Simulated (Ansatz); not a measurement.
# Ni: geometry relaxation (part 3 of 4)

The same run, continued: Ni (15 atoms in the cell); DFT PBE, scalar-relativistic, plane waves, PAW, spin-polarised (Ansatz 0.2.0); cutoff 420 eV, 1×1×22 k-mesh, Gaussian smearing of 0.05 eV, collinear spins. The structure derives from an entry of the Crystallography Open Database. It belongs to a series of runs on one base structure; here: wire along [1 1 0], 15 atoms a period.

Geometry of the input (Å; fractional positions):
```
16.5000  0.0000  0.0000
0.0000  18.1000  0.0000
0.0000  0.0000  2.4879
Ni 0.2738  0.5486  0.0000
Ni 0.5754  0.7430  0.0000
Ni 0.5754  0.5486  0.0000
Ni 0.5754  0.3542  0.0000
Ni 0.5000  0.6458  0.5000
Ni 0.5000  0.4514  0.5000
Ni 0.5000  0.2570  0.5000
Ni 0.3492  0.6458  0.5000
Ni 0.3492  0.4514  0.5000
Ni 0.6508  0.6458  0.5000
Ni 0.6508  0.4514  0.5000
Ni 0.4246  0.7430  0.0000
Ni 0.4246  0.5486  0.0000
Ni 0.4246  0.3542  0.0000
Ni 0.7262  0.5486  0.0000
```

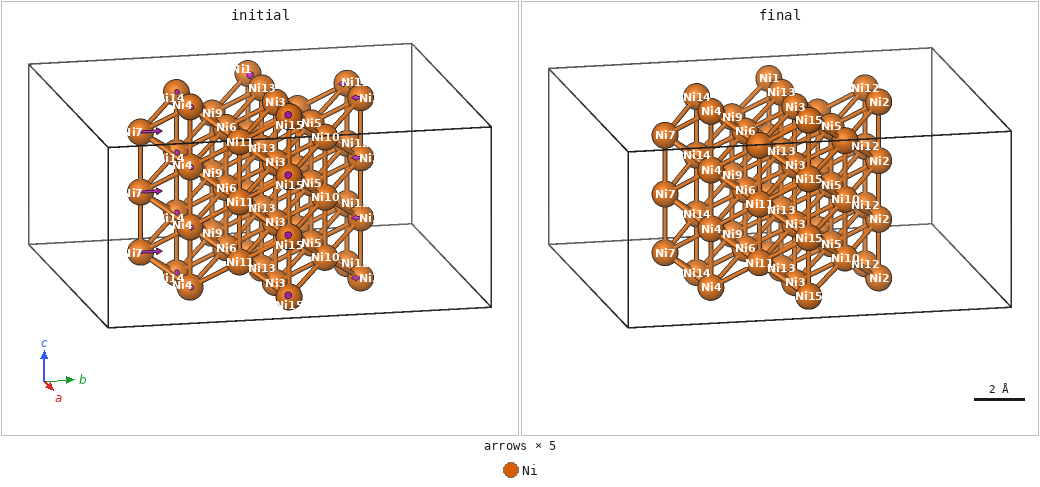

**Figure 1.** Before (left) and after (right) the relaxation, at one scale (ball-and-stick view of the 3 repeat of the cell, with the vacuum cut short (origin shifted), seen slightly off an axis). The pink arrows give the displacements (without the part carried along by the change of the cell), magnified 5 times. After 4 geometry steps the energy has fallen by 0.369 eV per cell of the calculation. Largest force component: 0.95 eV/Å at the start, 0.0099 eV/Å at the end. The largest move relative to the cell is that of Ni7, 0.19 Å. Along the periodic axis the drawn cell goes c 7.464 → 7.285 Å (−2.4 %). Distances before and after: Ni4–Ni7 2.488 → 2.383 Å, Ni1–Ni13 2.488 → 2.392 Å, Ni4–Ni14 2.488 → 2.574 Å, Ni2–Ni10 2.488 → 2.412 Å. Among the angles that change: Ni4–Ni7–Ni14 90.0° → 95.9°, Ni4–Ni7–Ni14 60.0° → 65.4°. A last SCF at the same geometry on a re-selected plane-wave basis shifts the energy by +2.1 meV per cell of the calculation. (Atoms are counted from 1 in the order of the input.)

```
basis re-selected at this cell: Δ(F+E_penalty+E_count) = +2.084e-3 eV, ΔP = +0.006 GPa vs the last step (what re-selecting the basis moved, of the pressure what is left beyond the Pulay correction that the steps carried, after the strain that the cell walked since its last selection, with what the two solves' SCF thresholds leave and, on support functions, any second-order correction that the steps lacked; it is no measure of the basis error at this ecutwfc). This SCF's stress stands 1.30e-2 GPa from its target on what of the cell is left free (relax.cell.stress_tol is 3.00e-2 GPa) and its largest allowed force component is 9.87e-3 eV/Å (relax.f_tol is 2.00e-2 eV/Å): within both
WARN: The output density's exchange-correlation potential varies sharply where the density is thin. Do not read a vacuum level from v_tot or v_xc, or from such a field of the output density. On a cell that repeats whose density bears no net charge and no dipole along the vacuum's axis use v_es (v_loc + v_h of the components); under efield.dipole_correction with no amplitude use v_es + v_field, which holds any external_charges[].barrier, or the levels of the report's work_function block, which leave it out; under a non-zero efield.amplitude the vacuum is tilted and has no level; on a cell that repeats and bears such a dipole with no correction it is tilted too, and efield.dipole_correction with no amplitude gives each side of its ramp a level where efield: is served; in a cell that repeats whose density bears a net charge (total_charge, or a fill off its count) it is curved and has none; of a slab under crystal.periodic whose density bears no net charge use v_es, which has a level on each side, short of where the two are joined; of another it falls or rises all the way out and has none; of a slab beside external_charges read slab_vacuum_level instead, which it has where they leave it neutral. The grid or the basis barely resolves most such structure, and the values can differ between equally converged runs; as a rule a tighter scf.convergence.dr2_threshold does not remove it. Where the density itself ripples (under the LDA too) a higher basis.ecutwfc lessens it. The files hold the spikes' plane waves up to the density's cutoff. Files: v_tot_of_output_density and the like, and their columns of v_z.tsv (output.write_potential); v_xc_of_output_density and the like, and their columns of v_comp_z.tsv (output.write_potential_components). Measured: with its Gaussian average of σ = 0.25 Å subtracted twice, the exchange-correlation potential is over 0.1 eV at 8935 of the grid points where the equally averaged density (valence and model cores) is under 1e-3 e/Å³, and 2.72 eV at the most among them, at an averaged density of 1.7e-5 e/Å³. The input density's (outcome.potential() and, of a run that writes arrays, v_tot and v_xc) is over 0.1 eV, so measured, at 8890 points of its own thin density, 2.71 eV at the most. See output.write_potential in the manual, Limitations
SCF converged after 20 iterations
Magnetization: 10.5569 μB (140.2784 up, 129.7216 down)
Absolute magnetization: 12.0668 μB (∫|ρ↑−ρ↓|, with the PAW one-centre terms)
Spin contamination: 0.1632 ħ² per cell (⟨S²⟩ above its minimum at these occupations)
Per-site moments (μB) at R_I (Å): [(0.7085429145382841, 0.9867210464581078), (0.765559017451658, 0.995079263282621), (0.7367637296877557, 0.9867210464581069), (0.7592063101783487, 0.9828530212599762), (0.7467759711576606, 0.9968446939914396), (0.7800196106889128, 1.001658302124027), (0.74597928500465, 0.9828530212599755), (0.7544546679871832, 0.995079263282621), (0.7085322530697883, 1.0009265238186003), (0.7544546679871822, 0.995079263282621), (0.7085322530697868, 1.0009265238186011), (0.7655590174516584, 0.995079263282621), (0.7367637296877568, 0.9867210464581078), (0.7592063101783485, 0.9828530212599755), (0.7085429145382824, 0.9867210464581069)]
Free energy (F): -87585.826087 eV
Harris-Foulkes:  -87585.826087 eV  (|F-HF|=1.46e-11)
Internal energy: -87585.791388 eV  (E = F + TS)
E sigma→0 (E₀):  -87585.808737 eV
Entropy (-TS):   -0.034699 eV (-2.313 meV/atom)
Fermi energy:    0.475536 eV
--- Per-component energies (eV) ---
  E_band       = -8990.039586
  E_kinetic    = 4229.241313
  E_local      = -395274.956617  (includes V_loc(G=0)·N_el)
  E_nonlocal   = 9568.261014
  E_hartree    = 191017.613509
  E_xc         = -1257.297596
  E_vxc        = -1619.701801  (∫ρ·V_xc dr)
  E_paw        = -24473.277691  (= ΣΔE_a)
  E_vpaw       = -7928.119316  (= ΣTr[D̂ρ^β])
  E_aug_tail   = 0.008087  (compensation charges beyond the density's cutoff)
  E_ewald      = 128604.616593
  E_smearing   = -0.034699  (= −TS)
  E_closure    = -0.000000  (closes the sum)
  Σ components = -87585.826087   (vs F -87585.826087, Δ=0.00e0)
--- Forces (eV/Å), atoms counted from 1 ---
  atom   1  Ni    -0.00538257    -0.00041927    -0.00000000
  atom   2  Ni     0.00986519     0.00491925     0.00000000
  atom   3  Ni    -0.00377112    -0.00215496    -0.00000000
  atom   4  Ni     0.00032171    -0.00029880     0.00000000
  atom   5  Ni     0.00000000     0.00308450    -0.00000000
  atom   6  Ni    -0.00000000    -0.00894703     0.00000000
  atom   7  Ni    -0.00000000    -0.00254534     0.00000000
  atom   8  Ni     0.00379738    -0.00165145     0.00000000
  atom   9  Ni     0.00324462     0.00381158     0.00000000
  atom  10  Ni    -0.00379738    -0.00165145    -0.00000000
  atom  11  Ni    -0.00324462     0.00381158    -0.00000000
  atom  12  Ni    -0.00986519     0.00491925    -0.00000000
  atom  13  Ni     0.00377112    -0.00215496     0.00000000
  atom  14  Ni    -0.00032171    -0.00029880    -0.00000000
  atom  15  Ni     0.00538257    -0.00041927     0.00000000
  max |Σ_I F_I| component: 4.83e-6 eV/Å
--- Stress (GPa, compression-positive) ---
        0.003600      -0.000000       0.000000
        0.000000       0.011429       0.000000
        0.000000       0.000000       0.013049
  P = ⅓ Tr σ = 0.0094 GPa (0.094 kbar)
--- Band table (eV; the first three rows and the last of 24) ---
  k-point 0 ↑: bands = ["-103.3637", "-103.3483", "-103.3099", "-103.3068", "-103.0776", "-103.0739", "-103.0623", "-103.0623", "-103.0007", "-103.0007", "-102.8590", "-102.8527", "-102.7961", "-102.7961", "-102.7556", "-63.8183", "-63.7754", "-63.7645", "-63.7460", "-63.7141", "-63.7033", "-63.6881", "-63.6837", "-63.6611", "-63.6551", "-63.6120", "-63.5918", "-63.5753", "-63.5722", "-63.5708", "-63.5686", "-63.4875", "-63.4835", "-63.4763", "-63.4722", "-63.4339", "-63.4339", "-63.3547", "-63.3546", "-63.2874",
      "-63.2832", "-63.2739", "-63.2684", "-63.2678", "-63.2678", "-63.2625", "-63.2596", "-63.2473", "-63.2359", "-63.2329", "-63.2260", "-63.2036", "-63.1649", "-63.1638", "-63.1461", "-63.1413", "-63.0833", "-63.0498", "-63.0496", "-63.0371", "-7.9368", "-6.7491", "-6.4677", "-5.4636", "-5.0500", "-4.8639", "-4.3741", "-4.3647", "-4.3271", "-3.9882", "-3.8658", "-3.7213", "-3.6822", "-3.6742", "-3.4624", "-3.2784", "-3.1307", "-2.8282", "-2.7101", "-2.4295",
      "-2.4129", "-2.3355", "-2.3303", "-2.3092", "-2.1971", "-2.1086", "-2.0947", "-2.0547", "-2.0240", "-1.8800", "-1.8718", "-1.8454", "-1.8321", "-1.7897", "-1.7658", "-1.7533", "-1.7267", "-1.7175", "-1.6787", "-1.6407", "-1.6107", "-1.5536", "-1.5214", "-1.4769", "-1.3936", "-1.3805", "-1.3233", "-1.1870", "-1.1853", "-1.1781", "-1.1383", "-1.0743", "-1.0148", "-1.0018", "-0.8620", "-0.8426", "-0.8032", "-0.7988", "-0.7809", "-0.6753",
      "-0.6711", "-0.6402", "-0.5792", "-0.5331", "-0.5303", "-0.4580", "-0.4280", "-0.3943", "-0.3565", "-0.3492", "-0.3489", "-0.2864", "-0.2589", "-0.2572", "-0.1913", "-0.1800", "-0.1444", "-0.1388", "-0.1300", "-0.0587", "-0.0283", "0.0437", "0.0516", "0.0706", "0.5078", "0.7690", "1.1839", "1.1890", "1.3947", "1.9932", "2.4528", "2.8530", "2.9097", "4.0086", "4.0817", "4.7911", "4.9958", "5.2022", "5.2989", "5.3076",
      "5.7219", "5.7698", "6.0849", "6.1120", "6.3940", "6.6567", "6.7981", "6.8105", "7.0527"]
  k-point 1 ↑: bands = ["-103.3633", "-103.3479", "-103.3097", "-103.3065", "-103.0773", "-103.0735", "-103.0620", "-103.0620", "-103.0004", "-103.0004", "-102.8587", "-102.8524", "-102.7958", "-102.7958", "-102.7552", "-63.8177", "-63.7747", "-63.7637", "-63.7456", "-63.7150", "-63.7033", "-63.6909", "-63.6871", "-63.6611", "-63.6543", "-63.6114", "-63.5914", "-63.5761", "-63.5741", "-63.5740", "-63.5677", "-63.4919", "-63.4879", "-63.4749", "-63.4709", "-63.4370", "-63.4370", "-63.3577", "-63.3576", "-63.2903",
      "-63.2861", "-63.2736", "-63.2708", "-63.2707", "-63.2681", "-63.2622", "-63.2593", "-63.2501", "-63.2356", "-63.2327", "-63.2258", "-63.2033", "-63.1646", "-63.1636", "-63.1460", "-63.1412", "-63.0832", "-63.0496", "-63.0494", "-63.0368", "-7.8818", "-6.6967", "-6.4163", "-5.4157", "-5.0020", "-4.8177", "-4.3333", "-4.3239", "-4.2880", "-3.9517", "-3.8309", "-3.6972", "-3.6435", "-3.6378", "-3.4244", "-3.2413", "-3.1165", "-2.8105", "-2.7057", "-2.4509",
      "-2.4356", "-2.3439", "-2.3415", "-2.3224", "-2.1938", "-2.1220", "-2.0872", "-2.0512", "-2.0250", "-1.9321", "-1.8892", "-1.8795", "-1.8522", "-1.8191", "-1.7761", "-1.7498", "-1.7388", "-1.7102", "-1.7048", "-1.6190", "-1.5806", "-1.5779", "-1.5564", "-1.4503", "-1.4160", "-1.3917", "-1.3105", "-1.2371", "-1.2120", "-1.1539", "-1.1457", "-1.0581", "-1.0539", "-0.9738", "-0.9204", "-0.8315", "-0.8174", "-0.7900", "-0.7459", "-0.7134",
      "-0.6603", "-0.6227", "-0.5993", "-0.5864", "-0.5260", "-0.4945", "-0.4302", "-0.4044", "-0.3906", "-0.3784", "-0.3311", "-0.3245", "-0.3101", "-0.2614", "-0.2241", "-0.2010", "-0.1825", "-0.1643", "-0.1115", "-0.1077", "-0.0327", "-0.0054", "0.0256", "0.2694", "0.6070", "0.8760", "1.2715", "1.3454", "1.5531", "2.0605", "2.5536", "2.9520", "2.9952", "4.0883", "4.1410", "4.8614", "5.0517", "5.2519", "5.3487", "5.3635",
      "5.7784", "5.8237", "6.1338", "6.1668", "6.4483", "6.7081", "6.8480", "6.8570", "7.1024"]
  k-point 2 ↑: bands = ["-103.3623", "-103.3469", "-103.3089", "-103.3055", "-103.0763", "-103.0726", "-103.0611", "-103.0610", "-102.9995", "-102.9995", "-102.8579", "-102.8515", "-102.7949", "-102.7949", "-102.7544", "-63.8157", "-63.7729", "-63.7614", "-63.7441", "-63.7183", "-63.7033", "-63.7000", "-63.6945", "-63.6611", "-63.6530", "-63.6097", "-63.5909", "-63.5840", "-63.5817", "-63.5734", "-63.5665", "-63.5026", "-63.4985", "-63.4734", "-63.4693", "-63.4461", "-63.4460", "-63.3663", "-63.3662", "-63.2987",
      "-63.2945", "-63.2794", "-63.2792", "-63.2726", "-63.2674", "-63.2615", "-63.2600", "-63.2568", "-63.2348", "-63.2321", "-63.2252", "-63.2025", "-63.1638", "-63.1629", "-63.1455", "-63.1408", "-63.0826", "-63.0489", "-63.0486", "-63.0362", "-7.7182", "-6.5419", "-6.2645", "-5.2763", "-4.8620", "-4.6838", "-4.2163", "-4.2056", "-4.1770", "-3.8461", "-3.7376", "-3.6277", "-3.5356", "-3.5317", "-3.3146", "-3.1402", "-3.0668", "-2.7524", "-2.6952", "-2.5168",
      "-2.4985", "-2.4005", "-2.3728", "-2.3291", "-2.1997", "-2.1565", "-2.0948", "-2.0666", "-2.0449", "-2.0071", "-1.9938", "-1.9525", "-1.8786", "-1.8181", "-1.7907", "-1.7827", "-1.7656", "-1.7339", "-1.6824", "-1.6792", "-1.6381", "-1.5341", "-1.5076", "-1.5009", "-1.4303", "-1.4071", "-1.3106", "-1.2565", "-1.2564", "-1.1676", "-1.1248", "-1.1162", "-1.0577", "-1.0474", "-0.9766", "-0.8782", "-0.8247", "-0.8037", "-0.7959", "-0.7210",
      "-0.6971", "-0.6449", "-0.6310", "-0.5718", "-0.5709", "-0.5342", "-0.5036", "-0.4797", "-0.4614", "-0.3902", "-0.3577", "-0.3167", "-0.3106", "-0.2752", "-0.2657", "-0.2598", "-0.2279", "-0.2247", "-0.1319", "-0.1100", "-0.0893", "-0.0788", "0.1855", "0.5921", "0.8555", "1.1305", "1.5038", "1.7219", "1.9441", "2.2564", "2.8260", "3.2348", "3.2369", "4.3149", "4.3183", "5.0692", "5.2190", "5.4007", "5.4976", "5.5309",
      "5.9478", "5.9854", "6.2803", "6.3304", "6.6107", "6.8623", "6.9960", "6.9970", "7.2511"]
```
